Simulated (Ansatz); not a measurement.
## Electronic structure of Al2O3 in real space

```
CELL_PARAMETERS angstrom
2.64816 0.00000 0.00000
0.00000 8.84812 0.00000
0.00000 0.00000 6.97695
ATOMIC_POSITIONS crystal
Al 0.00000 0.00000 0.00000
Al 0.50000 0.50000 0.00000
Al 0.00000 0.75443 0.25000
Al 0.50000 0.25443 0.25000
Al 0.00000 0.24557 0.75000
Al 0.50000 0.74557 0.75000
Al 0.00000 0.00000 0.50000
Al 0.50000 0.50000 0.50000
O 0.00000 0.36565 0.42184
O 0.50000 0.86565 0.42184
O 0.00000 0.10697 0.25000
O 0.50000 0.60697 0.25000
O 0.00000 0.63435 0.57816
O 0.50000 0.13435 0.57816
O 0.00000 0.63435 0.92184
O 0.50000 0.13435 0.92184
O 0.00000 0.89303 0.75000
O 0.50000 0.39303 0.75000
O 0.00000 0.36565 0.07816
O 0.50000 0.86565 0.07816
```

Space group Cmcm; a structure from a database of computed crystals, not necessarily the ambient phase.

All numbers below come from Ansatz, DFT r2SCAN, scalar-relativistic, plane waves, PAW.

The density is the valence pseudo-density of a PAW calculation; it isn't the true density close to the nuclei.

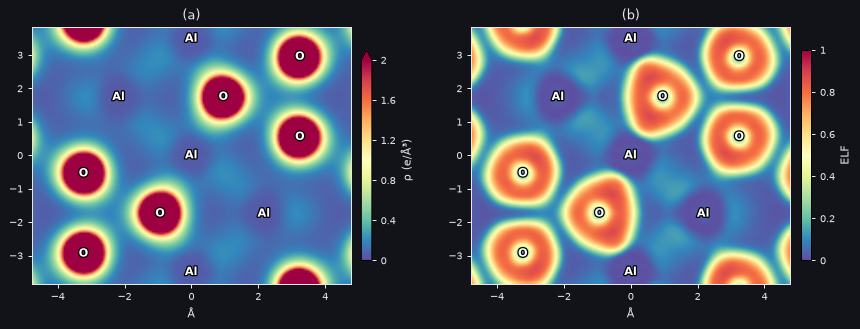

Figure 1. (a) valence pseudo-density; (b) ELF on the (100) plane of the conventional cell.

**What do the fields say about this system?**

- The section cuts through Al and O sites.
- Al–O (1.98 Å): ρ is about 0.5 e/Å³ halfway; the ELF peaks at about 0.85 in the valence shell of O, 0.7 Å from its nucleus, and is about 0.80 at the midpoint.
- Between the atoms the lowest density in this plane is 0.06 e/Å³.

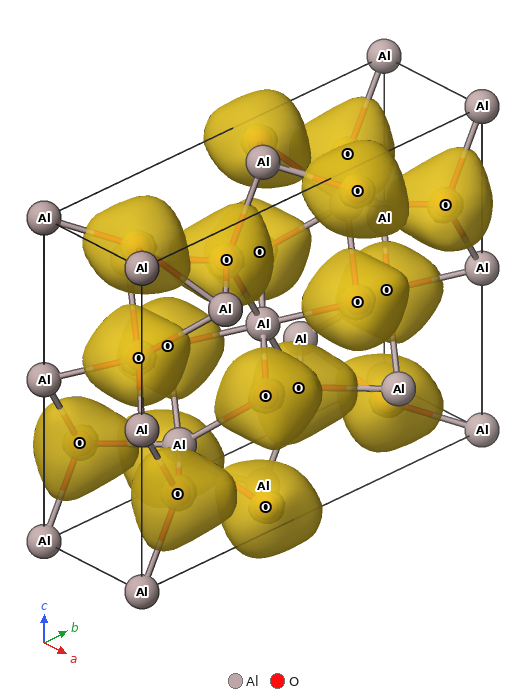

Figure 2. Isosurface of the ELF at 0.65 (yellow), seen at an oblique angle. Core shells and regions of very low density are left out. Sticks mark near contacts.

**Describe the localisation domains.**

At this value the surface marks out twelve regions on O in which the atom's valence shell and bonds are merged, counted in one cell of 20 atoms. Regions shared between cells count once.


Al–O (1.86 Å): the ELF peaks at about 0.85 in the valence shell of O, 0.7 Å from its nucleus, and is about 0.85 at the midpoint.

**Metal or insulator at this level of theory?**

It is gapped, with a Kohn–Sham gap of 5.6 eV on the k-point mesh, an upper bound to the gap of this method.
